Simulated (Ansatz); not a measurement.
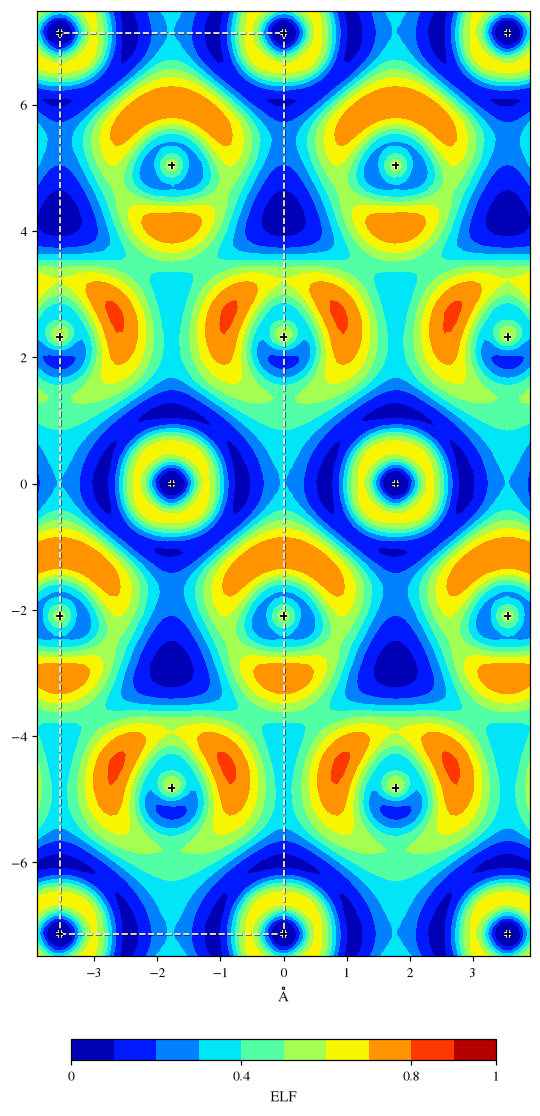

The ELF on a plane through atoms (crosses mark nuclei in the plane).

The calculation used DFT PBE, scalar-relativistic, plane waves, PAW in Ansatz.

Candidates:
A. CaF2, a = 5.51 Å, b = 5.51 Å, c = 5.51 Å, α = 90.00°, β = 90.00°, γ = 90.00°. Space group Fm-3m.
B. TiSi2, a = 3.55 Å, b = 14.27 Å, c = 3.58 Å, α = 90.00°, β = 90.00°, γ = 90.00°. Space group Cmcm; a structure from a database of computed crystals, not necessarily the ambient phase; changed on purpose from its base cell (strain +0.0525 x Voigt [0, 1, 0, 0, 0, 0], atoms carried along); not relaxed (largest force 0.4 eV/Å); computed pressure about −5 GPa in this cell; computed without spin polarisation.
C. GaN, a = 4.55 Å, b = 4.55 Å, c = 4.55 Å, α = 90.00°, β = 90.00°, γ = 90.00°. Space group F-43m; a structure from a database of computed crystals, not necessarily the ambient phase.

### Which system is this?

Candidate B: TiSi2 on the (001) plane of the conventional cell, which holds Ti and Si. Ti–Si (2.75 Å): the ELF peaks at about 0.75 in the valence shell of Si, 1.0 Å from its nucleus, and is about 0.45 at the midpoint.
